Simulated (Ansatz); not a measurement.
# Single-point calculation, with input and output: Ga$_{3}$N$_{2}$

The run: single-point calculation of Ga$_{3}$N$_{2}$ (R-3m, 5 atoms in the cell). Method and program: DFT PBE, scalar-relativistic, plane waves, PAW, no spin polarisation (Ansatz 0.2.0).

The structure was made by swapping elements on the sites of another compound; it need not be a known phase. It belongs to a series of runs on one base structure; here: anti-tetradymite type (R-3m, No. 166). Figures and captions count atoms from 1; the log counts them from 0 in places.

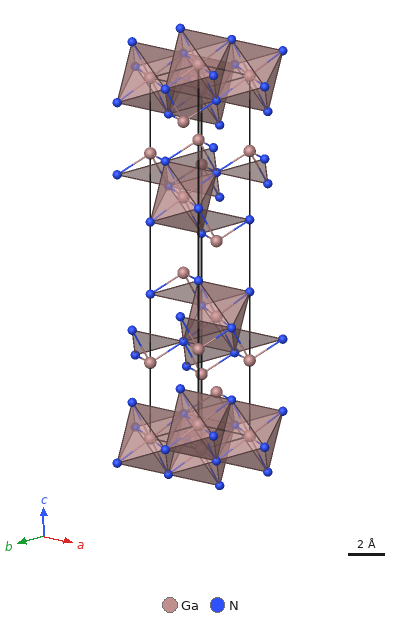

**Figure 1.** The input geometry (polyhedral view of the cell 3 times as large as that of the calculation, set on its symmetry axes, seen at an oblique angle; polyhedra are completed across the faces of the cell).

### Key numbers

```json
{"quantity": "outcome", "value": "converged"}
{"quantity": "space group (tolerance 0.01 Å)", "value": "R-3m (166)"}
{"quantity": "electrons treated", "value": "49"}
{"quantity": "free energy", "value": "−12115.4454 eV"}
{"quantity": "Fermi energy", "value": "9.664 eV"}
{"quantity": "gap on the k-point mesh", "value": "none (metallic)"}
{"quantity": "pressure", "value": "−16.01 GPa"}
{"quantity": "largest force (length of the vector)", "value": "2.391 eV/Å"}
{"quantity": "hardware", "value": "1 thread of Intel Xeon (Granite Rapids), 192 GiB of memory available, shared host"}
{"quantity": "wall time", "value": "1.6 s"}
{"quantity": "peak memory", "value": "0.38 GiB"}
```

The cell holds an odd number of electrons but the run has no spin polarisation, so it comes out as a metal.

### Input file
```yaml
crystal:
  lattice:
    - [1.6160857527, 0.9330475444, 7.4913772325]
    - [-1.6160857527, 0.9330475444, 7.4913772325]
    - [0.0, -1.8660950887, 7.4913772325]
  atoms:
    - { symbol: Ga, position: [0.0, 0.0, 0.0] }
    - { symbol: Ga, position: [0.2095, 0.2095, 0.2095] }
    - { symbol: Ga, position: [0.7905, 0.7905, 0.7905] }
    - { symbol: "N", position: [0.4, 0.4, 0.4] }
    - { symbol: "N", position: [0.6, 0.6, 0.6] }
basis:
  ecutwfc: 420
kpoints:
  mp_grid: { grid: [6, 6, 6] }
hamiltonian:
  xc: pbe
scf:
  occupations: { method: gaussian, width: 0.1 }
  lower_state_search: "off"
output:
  forces: true
  stress: true
  eigenvalues: true
```

Command:
```bash
ansatz run input.yaml --threads 1 --pin off --max-ram 2560MiB --backend cpu --events-out ev --progress --plain --runs-dir out
```

### Output
```
basis.fft_grid_basis auto: the FFT boxes are laid along the combinations [[1, 0, -1], [0, 1, -1], [0, 0, 1]] of the cell's own vectors, 3.232, 3.232 and 7.720 Å long. The dense box has 24×24×54 points. Along the cell's own vectors, as sized, it would have 54×54×54, 5.06 times as many. Of the 12 symmetry operations that the crystal satisfies within crystal.symmetry.tolerance (time reversal apart; of a slab, those that keep its plane) the dense box along the cell's own vectors carries 12, and the one as laid loses 8 of those. basis.fft_grid_basis: typed keeps the cell's own vectors: state it where this run's energies or levels are differenced outside the engine with another run's, or held beside a run that keeps those vectors.
Engine: ansatz 0.2.0, x86_64-unknown-linux-gnu
Pseudopotentials: kind: paw
Pseudopotential: Ga, paw, valence charge 13, recommended cutoff 420 eV (normal), Ga.paw.azcp
Pseudopotential: N, paw, valence charge 5, recommended cutoff 420 eV (normal), N.paw.azcp
Functional definition: PBE
  parameter kappa = 0.804
  parameter beta = 0.06672455060314922
  exchange = pbe_x(kappa = kappa, mu = beta*pi^2/3)
  correlation = pbe_c(beta = beta)
Crystal: 5 atoms, lattice volume = 67.777 Å³
Basis set: ecut = 420 eV, 1333 PW (Γ), FFT grids on a1−a3, a2−a3, a3, exchange–correlation on 48×48×108 points (8 copies of the dense FFT grid, shifted against one another)
Bands: 30, of which v1, the nominal top of the filled ones, is band 25 counted from 1 (24 counted from 0)
Symmetry: 12 space group operations
Space group: R-3m (ITA 166), of the structure as read, at distance tolerance 4.1e-5 Å
k-points: 32 of 216
Non-local potential: Ga, projectors of the file, l = 0: 2, l = 1: 2, l = 2: 3, l = 3: 1
Non-local potential: N, projectors of the file, l = 0: 2, l = 1: 2, l = 2: 1
PAW form: soft (Blöchl's): semilocal exchange-correlation on the pseudo side does not see the compensation charge
PAW one-centre angular grid: Ga, 590 points (default); XC on 64 Gauss nodes
PAW one-centre angular grid: N, 110 points (default); XC on 64 Gauss nodes
Initial density: superposition of atomic densities (neutral atoms: chi_scale 0, normalization atom), corrected by the library's trained network
Initial wavefunctions: pseudopotential atomic-orbital guess
Functional: x = pbe(κ = 0.804, μ = 0.2195149727645171), c = pbe(β = 0.06672455060314922)
SCF iter   1: F=—  HF=-12115.445277 eV  |F-HF|=—  |Δ(HF+E_count)|=         —  Δρ=2.12e-3  dr2=2.23e-3  ethr=1.77e-3  ⟨swp⟩=5.1  Hψ=3456  notcnv=0
preconditioner: auto → Resta (q_TF=auto, 2.585 Å⁻¹)  ε∞=5.4  [insulator: Δε(μ)=0.113 eV  Ē_g=15.135 eV  σ=0.100 eV  W_gap=0.55  n_scr=24 (ndim 8)  ℏωp=31.6 eV  f_vac=0.000  D(μ)=1.11/eV (n_scr^D=4)  ε∞_Penn≈5.4]
SCF iter   2: F=—  HF=-12115.445390 eV  |F-HF|=—  |Δ(HF+E_count)|=   1.14e-4  Δρ=1.13e-3  dr2=6.93e-4  ethr=4.55e-6  ⟨swp⟩=1.9  Hψ=1469  notcnv=0
SCF iter   3: F=—  HF=-12115.445410 eV  |F-HF|=—  |Δ(HF+E_count)|=   1.95e-5  Δρ=2.20e-4  dr2=3.69e-5  ethr=1.41e-6  ⟨swp⟩=3.0  Hψ=1736  notcnv=0
automatic band count: iteration 3 solves 29 bands in place of 30: the levels show a gap, and the empty bands left out lie too high to hold charge; the band table lists the bands solved (type scf.n_extra_bands for more)
SCF iter   4: F=—  HF=-12115.445407 eV  |F-HF|=—  |Δ(HF+E_count)|=   2.91e-6  Δρ=1.25e-4  dr2=7.23e-6  ethr=7.53e-8  ⟨swp⟩=2.0  Hψ=1629  notcnv=0
SCF iter   5: F=—  HF=-12115.445407 eV  |F-HF|=—  |Δ(HF+E_count)|=   1.03e-8  Δρ=4.07e-5  dr2=9.15e-7  ethr=1.48e-8  ⟨swp⟩=2.0  Hψ=1604  notcnv=0
SCF iter   6: F=-12115.445407 eV  HF=-12115.445407 eV  |F-HF|=5.81e-9  |Δ(HF+E_count)|=   4.03e-7  Δρ=7.70e-6  dr2=3.51e-8  ethr=2.04e-10  ⟨swp⟩=3.6  Hψ=3907  notcnv=0
SCF 1 converged in 6 iterations: F = -12115.445407 eV  dr2 = 3.51e-8
  greatest PAW one-centre occupation: 0.996 electrons in one spin orbital (limit 2), on the Ga atom at site 0 (counted from 0), in its partial waves of l = 2
```

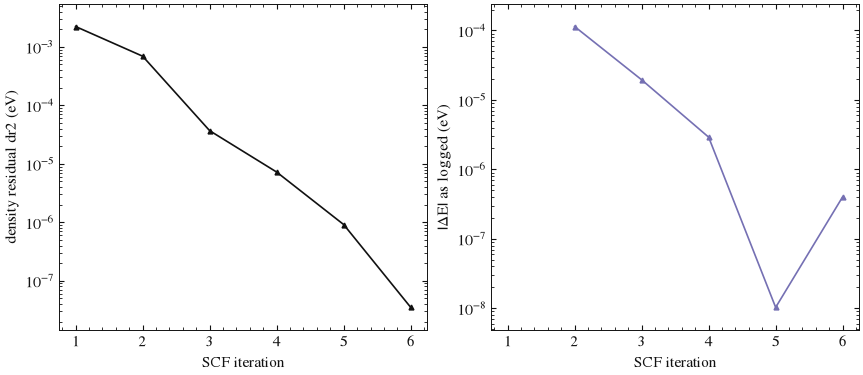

**Figure 2.** Convergence of the self-consistent field: density residual dr2 and size of the energy change against the SCF iteration. The residual falls at every step.

```
SCF converged after 6 iterations
Free energy (F): -12115.445407 eV
Harris-Foulkes:  -12115.445407 eV  (|F-HF|=5.81e-9)
Internal energy: -12115.439845 eV  (E = F + TS)
E sigma→0 (E₀):  -12115.442626 eV
Entropy (-TS):   -0.005562 eV (-1.112 meV/atom)
Fermi energy:    9.663552 eV
--- Per-component energies (eV) ---
  E_band       = -77.228780
  E_kinetic    = 590.710603
  E_local      = -5570.198044  (includes V_loc(G=0)·N_el)
  E_nonlocal   = 1370.428623
  E_hartree    = 2565.673179
  E_xc         = -321.254781
  E_vxc        = -318.690986  (∫ρ·V_xc dr)
  E_paw        = -6225.335105  (= ΣΔE_a)
  E_vpaw       = -1280.826073  (= ΣTr[D̂ρ^β])
  E_aug_tail   = -0.000160  (compensation charges beyond the density's cutoff)
  E_ewald      = -4525.464160
  E_smearing   = -0.005562  (= −TS)
  E_closure    = -0.000000  (closes the sum)
  Σ components = -12115.445407   (vs F -12115.445407, Δ=0.00e0)
--- Forces (eV/Å), atoms counted from 1 ---
  atom   1  Ga    -0.00000000     0.00000000    -0.00000000
  atom   2  Ga     0.00000000     0.00000000     2.39113541
  atom   3  Ga    -0.00000000    -0.00000000    -2.39113541
  atom   4  N      0.00000000    -0.00000000    -0.39254558
  atom   5  N     -0.00000000     0.00000000     0.39254558
  max |Σ_I F_I| component: 5.55e-17 eV/Å
--- Stress (GPa, compression-positive) ---
      -12.064090      -0.000000       0.000000
       -0.000000     -12.064090      -0.000000
        0.000000      -0.000000     -23.902752
  P = ⅓ Tr σ = -16.0103 GPa (-160.103 kbar)
--- Band table (eV; the first three rows and the last of 32) ---
  k-point 0: bands = ["-5.5317", "-5.2339", "-5.2339", "-5.2022", "-5.1486", "-5.1367", "-5.1367", "-5.1270", "-5.1270", "-5.0612", "-5.0612", "-4.9029", "-4.8942", "-4.8942", "-4.8009", "-4.8009", "-4.6211", "0.1856", "4.6004", "5.4995", "8.8852", "8.8852", "8.9504", "8.9504", "11.2684", "11.3074", "15.6699", "15.9040", "17.0128"]
  k-point 1: bands = ["-5.4239", "-5.3565", "-5.2146", "-5.2035", "-5.1760", "-5.1427", "-5.1292", "-5.1182", "-5.0903", "-5.0451", "-5.0261", "-4.9176", "-4.9009", "-4.8959", "-4.7946", "-4.7017", "-4.1135", "0.7117", "4.4735", "5.6995", "7.4703", "7.8531", "8.4515", "8.7858", "11.4581", "12.5258", "14.0306", "14.7912", "15.9985"]
  k-point 2: bands = ["-5.6144", "-5.3475", "-5.2445", "-5.1695", "-5.1559", "-5.1407", "-5.1343", "-5.0958", "-5.0683", "-4.9706", "-4.9508", "-4.9190", "-4.8815", "-4.8765", "-4.7938", "-4.0060", "-3.2497", "2.1572", "3.5600", "4.7373", "7.0014", "7.5337", "7.8643", "8.2891", "8.8334", "11.8651", "12.8846", "14.4576", "15.1018"]
  k-point 31: bands = ["-5.4026", "-5.2297", "-5.2297", "-5.2002", "-5.1388", "-5.1388", "-5.1362", "-5.1362", "-5.0684", "-5.0529", "-5.0529", "-4.9485", "-4.8970", "-4.8970", "-4.8788", "-4.7995", "-4.7995", "0.9213", "2.6710", "8.3387", "8.5217", "8.8926", "8.8926", "8.9434", "8.9434", "12.8130", "14.2987", "16.6042", "16.6042"]
```

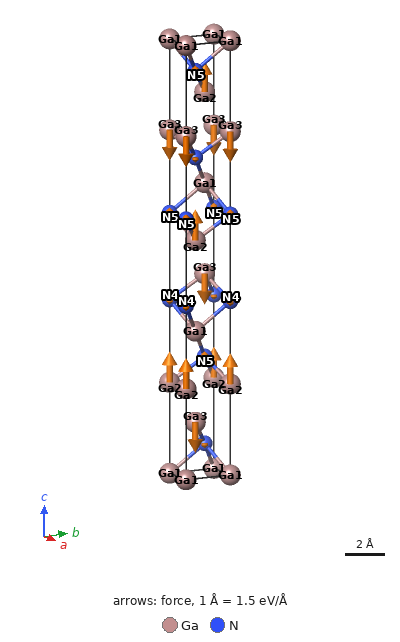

**Figure 3.** Forces on the atoms as orange arrows (ball-and-stick view of the cell 3 times as large as that of the calculation, set on its symmetry axes, seen slightly off an axis; atoms are numbered from 1 in the order of the input). The largest act on Ga2, Ga3 (2.39 eV/Å). The geometry is not a stationary point of this energy.

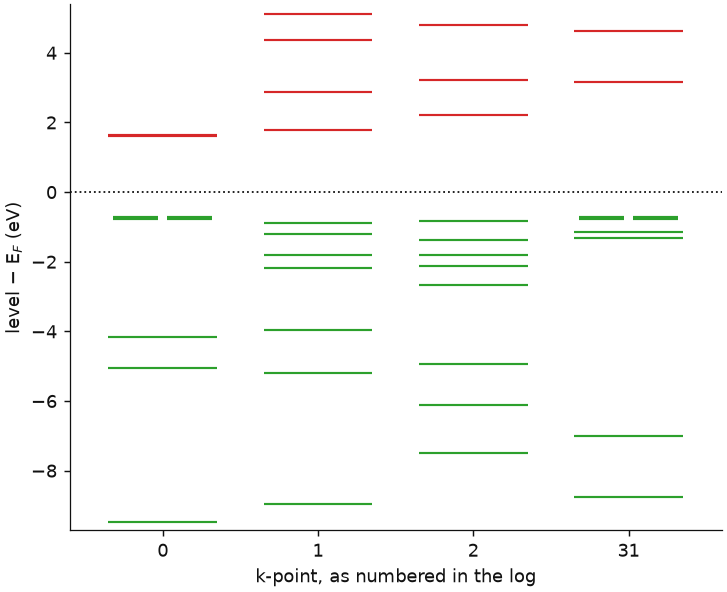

**Figure 4.** Kohn–Sham levels near the Fermi level (dotted) at the few k-points that the log prints; levels within 0.02 eV of each other stand side by side. The system is metallic on the full mesh.
